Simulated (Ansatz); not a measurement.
## Geometry relaxation of Al (part 1 of 2)

The run: geometry relaxation of Al (2 atoms in the cell). Method and program: DFT, revPBE, plane waves (420 eV) with PAW, scalar-relativistic, no spin polarisation (Ansatz 0.2.0).

The structure was built on a prototype by a generator; it need not be a known phase. Figures and captions count atoms from 1; the log counts them from 0 in places.

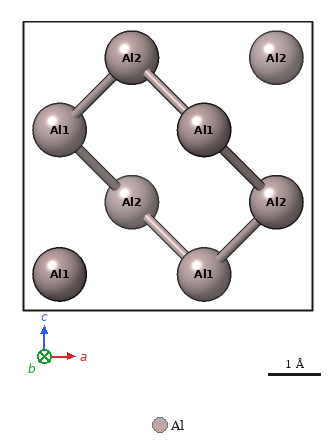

**Figure 1.** The starting structure (ball-and-stick view of the cell 4 times as large as that of the calculation, set on its symmetry axes, along the b axis; atoms are numbered from 1 in the order of the input). Near neighbours in the crystal (not all of them lie inside the picture): Al has 4 Al at 2.44 Å.

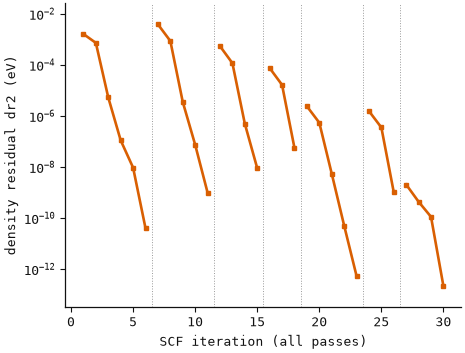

**Figure 2.** Convergence of the self-consistent field: density residual dr2 against the SCF iteration. The dotted lines part the SCF passes of the relaxation: geometry steps, rejected trials and re-solves on a re-selected basis. The 7 passes take 3 to 6 iterations each, 30 in all.

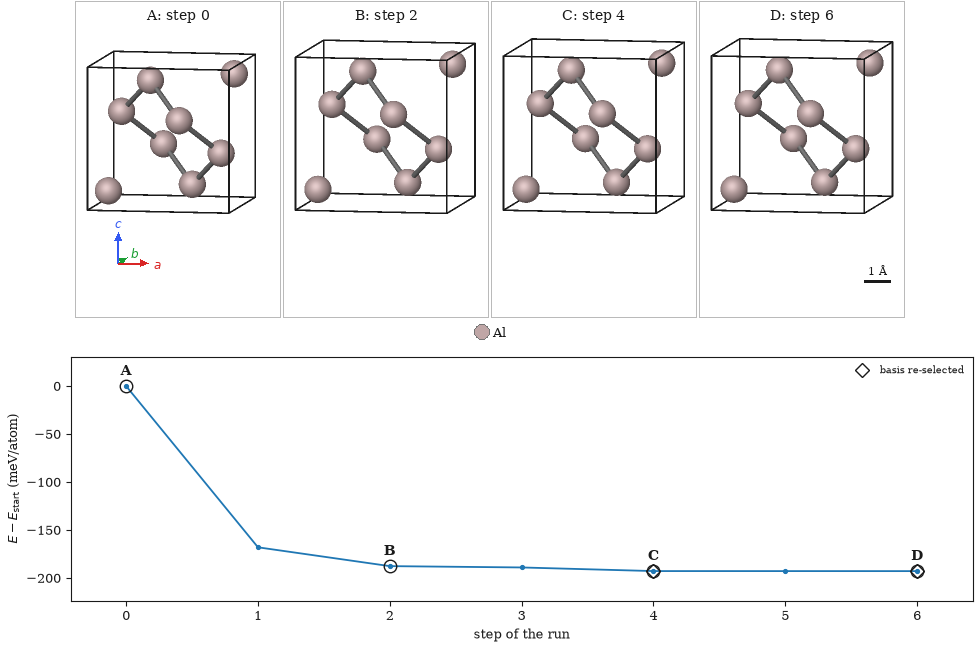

**Figure 3.** Frames of the relaxation (ball-and-stick view of the cell 4 times as large as that of the calculation, set on its symmetry axes, seen slightly off an axis) above the curves, on which the letters mark them (the first geometry is step 0 here and step 1 in the log).

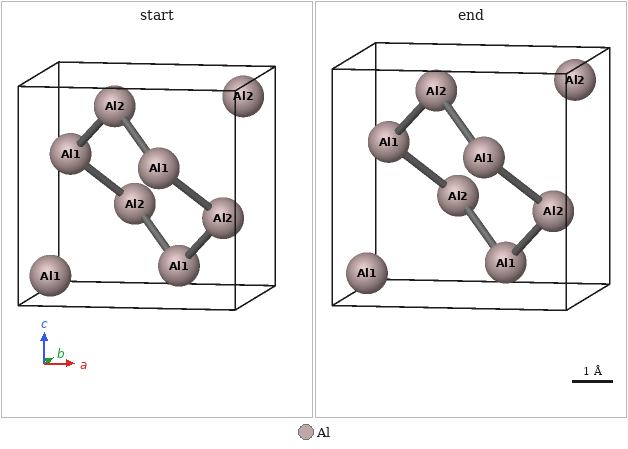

**Figure 4.** Before (left) and after (right) the relaxation, at one scale (ball-and-stick view of the cell 4 times as large as that of the calculation, set on its symmetry axes, seen slightly off an axis). After 4 geometry steps the energy has fallen by 193 meV per atom. All forces vanish by symmetry, so only the cell relaxes. Pressure: 13.01 GPa at the start and 0.01 GPa at the end. The basis was re-selected once at an unchanged geometry, which shifts the energy a little without any move. No atom moves by more than 0.005 Å relative to the cell. The volume changes by +25.7 %, with a = b = c 5.639 → 6.085 Å (+7.9 %). Among the contacts that change: Al1–Al2 2.442 → 2.635 Å. The space group stays Fd-3m (No. 227). The energy change given includes the shifts at the re-selections in mid-walk, which come without any move. A last SCF at the same geometry on a re-selected plane-wave basis shifts the energy by next to nothing (0.0 meV per atom). (Atoms are counted from 1 in the order of the input.)

These pictures come from the run below.

**The input**
```yaml
crystal:
  lattice:
    - [0.0, 2.8194727963, 2.8194727963]
    - [2.8194727963, 0.0, 2.8194727963]
    - [2.8194727963, 2.8194727963, 0.0]
  atoms:
    - { symbol: Al, position: [0.125, 0.125, 0.125] }
    - { symbol: Al, position: [0.875, 0.875, 0.875] }
hamiltonian:
  xc: revpbe
  pseudopotentials:
    kind: paw
    azcp:
      Al: "pseudopotentials/Al.paw.azcp"
basis:
  ecutwfc: 420
  fft_grid_basis: typed
kpoints:
  mp_grid: { grid: [10, 10, 10], shift: [0, 0, 0] }
magnetization:
  spin_polarized: false
scf:
  occupations: { method: fermi_dirac, width: 0.1 }
relax:
  max_steps: 60
  f_tol: 0.01
  cell: {}
output:
  write_density: true
  write_potential: true
  elf: true
  volumetric_format: npy
```

**What the program printed**
```
Engine: ansatz 0.2.0, aarch64-unknown-linux-gnu
Pseudopotentials: kind: paw
Pseudopotential: Al, paw, valence charge 3, recommended cutoff 420 eV (normal), [file]
Functional definition: revPBE
  parameter kappa = 1.245
  parameter beta = 0.06672455060314922
  exchange = pbe_x(kappa = kappa, mu = beta*pi^2/3)
  correlation = pbe_c(beta = beta)
Crystal: 2 atoms, lattice volume = 44.826 Å³
Basis set: ecut = 420 eV, 893 PW (Γ), exchange–correlation on 54×54×54 points (8 copies of the dense FFT grid, shifted against one another)
Bands: 7, of which v1, the nominal top of the filled ones, is band 3 counted from 1 (2 counted from 0)
Symmetry: 48 space group operations
Space group: Fd-3m (ITA 227), of the structure as read, at distance tolerance 3.6e-5 Å
k-points: 47 of 1000
Non-local potential: Al, projectors of the file, l = 0: 2, l = 1: 2, l = 2: 1
PAW form: soft (Blöchl's): semilocal exchange-correlation on the pseudo side does not see the compensation charge
PAW frozen core: Al, regenerated for the run's functional, and the local potential with it (the file was generated under x = pbe(κ = 0.804, μ = 0.2195149727645171), c = pbe(β = 0.06672455060314922))
PAW one-centre angular grid: Al, 110 points (default); XC on 64 Gauss nodes
Initial density: superposition of atomic densities (neutral atoms: chi_scale 0, normalization atom), corrected by the library's trained network
Initial wavefunctions: pseudopotential atomic-orbital guess
Functional: x = revpbe(κ = 1.245, μ = 0.2195149727645171), c = pbe(β = 0.06672455060314922)
SCF iter   1: F=—  HF=-1077.419543 eV  |F-HF|=—  |Δ(HF+E_count)|=         —  Δρ=1.39e-3  dr2=1.65e-3  ethr=1.77e-3  ⟨swp⟩=5.6  Hψ=2982  notcnv=0
preconditioner: auto → none  [metal: Δε(μ)=0.106 eV  Ē_g=7.599 eV  σ=0.100 eV  W_gap=0.26  n_scr=8 (ndim 8)  ℏωp=13.6 eV  f_vac=0.000  D(μ)=1.13/eV (n_scr^D=8)  sad-step TF]
SCF iter   2: F=—  HF=-1077.419458 eV  |F-HF|=—  |Δ(HF+E_count)|=   8.48e-5  Δρ=9.04e-4  dr2=7.41e-4  ethr=2.75e-5  ⟨swp⟩=1.2  Hψ=721  notcnv=0
SCF iter   3: F=—  HF=-1077.419457 eV  |F-HF|=—  |Δ(HF+E_count)|=   8.14e-7  Δρ=9.04e-5  dr2=5.38e-6  ethr=1.23e-5  ⟨swp⟩=2.0  Hψ=463  notcnv=0
SCF iter   4: F=—  HF=-1077.419489 eV  |F-HF|=—  |Δ(HF+E_count)|=   3.19e-5  Δρ=1.73e-5  dr2=1.13e-7  ethr=8.96e-8  ⟨swp⟩=2.1  Hψ=466  notcnv=0
iter 5 did not close the SCF: its close was put off for the readings that it lacked (scf_convergence_deferred on its scf_iter line)
SCF iter   5: F=-1077.419489 eV  HF=-1077.419489 eV  |F-HF|=9.93e-9  |Δ(HF+E_count)|=   1.93e-8  Δρ=5.73e-6  dr2=9.61e-9  ethr=1.89e-9  ⟨swp⟩=2.0  Hψ=422  notcnv=0
SCF iter   6: F=-1077.419489 eV  HF=-1077.419489 eV  |F-HF|=7.28e-12  |Δ(HF+E_count)|=   1.18e-8  Δρ=3.31e-7  dr2=4.09e-11  ethr=1.60e-10  ⟨swp⟩=4.7  Hψ=1454  notcnv=0
SCF 1 converged in 6 iterations: F = -1077.419489 eV  dr2 = 4.09e-11
  greatest PAW one-centre occupation: 0.513 electrons in one spin orbital (limit 2), on the Al atom at site 1 (counted from 0), in its partial waves of l = 0
relax step   1: F+E_penalty+E_count = -1077.41948944 eV  Δ(F+E_penalty+E_count) = +0.000e0 eV  max|allowed force component| = 4.626e-18 eV/Å  Δτ_max = 0.0000 Å  P = +13.010 GPa  Ω = 44.826 Å³  (6 SCF iters, dr2 threshold 1.00e-7 eV, accepted)
Crystal: 2 atoms, lattice volume = 51.836 Å³
Basis set: ecut = 420 eV, 965 PW (Γ), exchange–correlation on 54×54×54 points (8 copies of the dense FFT grid, shifted against one another)
Initial density: handed on by an earlier stage of this run
Initial wavefunctions: those handed on with the density
iter 1 solved again at ethr=7.07e-5 eV; its pass at ethr=3.10e-3 eV (dr2=4.24e-3 eV) is discarded
SCF iter   1: F=—  HF=-1077.757344 eV  |F-HF|=—  |Δ(HF+E_count)|=         —  Δρ=2.52e-3  dr2=3.94e-3  ethr=7.07e-5  ⟨swp⟩=1.0  Hψ=3448  notcnv=0
preconditioner: auto → none  [metal: Δε(μ)=0.126 eV  Ē_g=7.103 eV  σ=0.100 eV  W_gap=0.30  n_scr=8 (ndim 8)  ℏωp=12.6 eV  f_vac=0.000  D(μ)=1.36/eV (n_scr^D=14)]
SCF iter   2: F=—  HF=-1077.755693 eV  |F-HF|=—  |Δ(HF+E_count)|=   1.65e-3  Δρ=1.24e-3  dr2=8.81e-4  ethr=6.57e-5  ⟨swp⟩=1.4  Hψ=362  notcnv=0
SCF iter   3: F=—  HF=-1077.755393 eV  |F-HF|=—  |Δ(HF+E_count)|=   3.01e-4  Δρ=8.99e-5  dr2=3.61e-6  ethr=1.47e-5  ⟨swp⟩=2.7  Hψ=461  notcnv=0
SCF iter   4: F=—  HF=-1077.755411 eV  |F-HF|=—  |Δ(HF+E_count)|=   1.85e-5  Δρ=9.68e-6  dr2=7.59e-8  ethr=3.33e-9  ⟨swp⟩=8.3  Hψ=1564  notcnv=0
SCF iter   5: F=-1077.755411 eV  HF=-1077.755411 eV  |F-HF|=4.22e-10  |Δ(HF+E_count)|=   1.14e-7  Δρ=1.41e-6  dr2=1.01e-9  ethr=1.27e-9  ⟨swp⟩=5.5  Hψ=1563  notcnv=0
SCF 2 converged in 5 iterations: F = -1077.755411 eV  dr2 = 1.01e-9
  greatest PAW one-centre occupation: 0.497 electrons in one spin orbital (limit 2), on the Al atom at site 1 (counted from 0), in its partial waves of l = 0
relax step   2: F+E_penalty+E_count = -1077.75541119 eV  Δ(F+E_penalty+E_count) = -3.359e-1 eV  max|allowed force component| = 1.058e-16 eV/Å  Δτ_max = 0.0000 Å  P = +3.442 GPa  Ω = 51.836 Å³  energy of the carried Pulay correction = -1.681e-3 eV  (5 SCF iters, dr2 threshold 2.00e-7 eV, accepted)
Crystal: 2 atoms, lattice volume = 54.918 Å³
Basis set: ecut = 420 eV, 1067 PW (Γ), exchange–correlation on 54×54×54 points (8 copies of the dense FFT grid, shifted against one another)
iter 1 solved again at ethr=9.62e-6 eV; its pass at ethr=3.10e-3 eV (dr2=5.77e-4 eV) is discarded
SCF iter   1: F=—  HF=-1077.794911 eV  |F-HF|=—  |Δ(HF+E_count)|=         —  Δρ=8.96e-4  dr2=5.51e-4  ethr=9.62e-6  ⟨swp⟩=1.9  Hψ=3221  notcnv=0
preconditioner: auto → none  [metal: Δε(μ)=0.072 eV  Ē_g=6.911 eV  σ=0.100 eV  W_gap=0.18  n_scr=8 (ndim 8)  ℏωp=12.3 eV  f_vac=0.000  D(μ)=1.48/eV (n_scr^D=14)]
SCF iter   2: F=—  HF=-1077.794680 eV  |F-HF|=—  |Δ(HF+E_count)|=   2.31e-4  Δρ=4.37e-4  dr2=1.19e-4  ethr=9.18e-6  ⟨swp⟩=1.1  Hψ=337  notcnv=0
SCF iter   3: F=—  HF=-1077.794635 eV  |F-HF|=—  |Δ(HF+E_count)|=   4.46e-5  Δρ=3.16e-5  dr2=5.07e-7  ethr=1.99e-6  ⟨swp⟩=2.6  Hψ=466  notcnv=0
SCF iter   4: F=-1077.794636 eV  HF=-1077.794636 eV  |F-HF|=1.68e-8  |Δ(HF+E_count)|=   6.88e-7  Δρ=3.56e-6  dr2=9.14e-9  ethr=3.33e-9  ⟨swp⟩=7.7  Hψ=1494  notcnv=0
SCF 3 converged in 4 iterations: F = -1077.794636 eV  dr2 = 9.14e-9
  greatest PAW one-centre occupation: 0.493 electrons in one spin orbital (limit 2), on the Al atom at site 1 (counted from 0), in its partial waves of l = 0
relax step   3: F+E_penalty+E_count = -1077.79463583 eV  Δ(F+E_penalty+E_count) = -3.922e-2 eV  max|allowed force component| = 8.789e-17 eV/Å  Δτ_max = 0.0000 Å  P = +0.828 GPa  Ω = 54.918 Å³  energy of the carried Pulay correction = -2.346e-3 eV  (4 SCF iters, dr2 threshold 2.00e-7 eV, accepted)
Crystal: 2 atoms, lattice volume = 56.145 Å³
iter 1 solved again at ethr=1.35e-6 eV; its pass at ethr=3.10e-3 eV (dr2=8.11e-5 eV) is discarded
SCF iter   1: F=—  HF=-1077.797445 eV  |F-HF|=—  |Δ(HF+E_count)|=         —  Δρ=3.30e-4  dr2=7.67e-5  ethr=1.35e-6  ⟨swp⟩=2.0  Hψ=3143  notcnv=0
preconditioner: auto → none  [metal: Δε(μ)=0.049 eV  Ē_g=6.838 eV  σ=0.100 eV  W_gap=0.12  n_scr=8 (ndim 8)  ℏωp=12.1 eV  f_vac=0.000  D(μ)=1.53/eV (n_scr^D=14)]
SCF iter   2: F=—  HF=-1077.797406 eV  |F-HF|=—  |Δ(HF+E_count)|=   3.95e-5  Δρ=1.62e-4  dr2=1.68e-5  ethr=1.28e-6  ⟨swp⟩=1.1  Hψ=343  notcnv=0
SCF iter   3: F=-1077.797400 eV  HF=-1077.797400 eV  |F-HF|=6.51e-8  |Δ(HF+E_count)|=   5.48e-6  Δρ=1.02e-5  dr2=5.68e-8  ethr=3.33e-9  ⟨swp⟩=6.6  Hψ=1736  notcnv=0
SCF 4 converged in 3 iterations: F = -1077.797400 eV  dr2 = 5.68e-8
  greatest PAW one-centre occupation: 0.491 electrons in one spin orbital (limit 2), on the Al atom at site 1 (counted from 0), in its partial waves of l = 0
```
